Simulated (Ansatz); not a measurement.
The calculation's input:

```
crystal:
  lattice:
    - [0.0, -3.2558862249, -3.2558862249]
    - [0.0, 3.2558862249, -3.2558862249]
    - [6.5117724498, 0.0, 0.0]
  atoms:
    - { symbol: Hg, position: [0.5, 0.5, 0.5] }
    - { symbol: Hg, position: [0.0, 0.0, 0.0] }
    - { symbol: Te, position: [0.0, 0.5, 0.25] }
    - { symbol: Te, position: [0.5, 0.0, 0.75] }
basis:
  ecutwfc: 420
kpoints:
  mp_grid: { grid: [8, 8, 6] }
hamiltonian:
  xc: pbesol
scf:
  occupations: { method: gaussian, width: 0.15 }
output:
  forces: true
  stress: true
  eigenvalues: true
  write_density: true
  write_potential: true
  elf: true
  volumetric_format: npy
```

Launched as:

```sh
ansatz run input.yaml --threads 1 --pin off --max-ram 2560MiB --backend cpu --events-out ev --progress --plain --runs-dir out
```

Below, planes, directions and counts refer to the conventional cell (a = 6.51 Å, b = 6.51 Å, c = 6.51 Å, α = 90.00°, β = 90.00°, γ = 90.00°).

Space group F-43m.

Computed with DFT PBEsol, scalar-relativistic, plane waves, PAW in Ansatz.

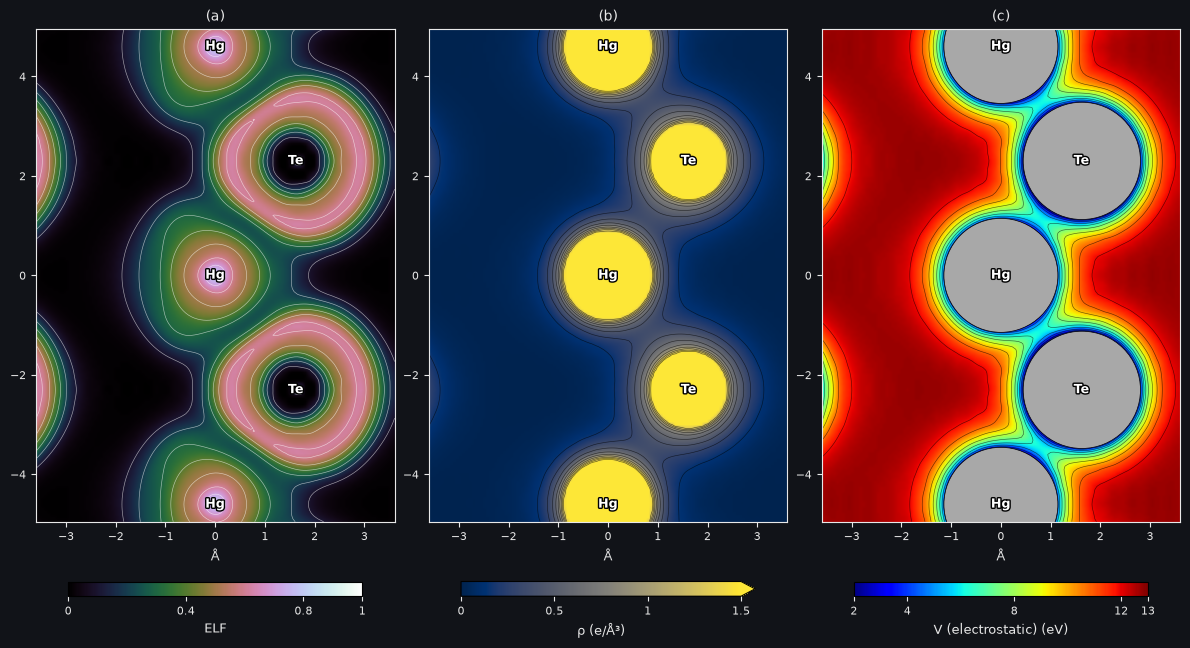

HgTe. (a) ELF; (b) valence charge density (pseudo); (c) electrostatic potential energy of an electron on the (011) plane of the conventional cell. Grey discs cover the atomic cores in the potential map.

In a PAW calculation such maps are meaningful between the atoms, not at the nuclei.

What does the map show?

- Atoms in the plane: Hg and Te.
- Hg–Te (2.82 Å): the density is about 0.37 e/Å³ at the midpoint; the ELF is about 0.40 at the midpoint and 0.25 at its lowest between the atoms (no shared electron pair shows on this line).
- Between the atoms the lowest density in this plane is 0.006 e/Å³.
- The features right at Hg lie inside the PAW spheres, where the map follows smoothed inner orbitals and isn't to be read closely.
- Outside the cores the potential energy rises away from the atoms and is highest about 2.8 Å from the nearest atoms; its zero is arbitrary.
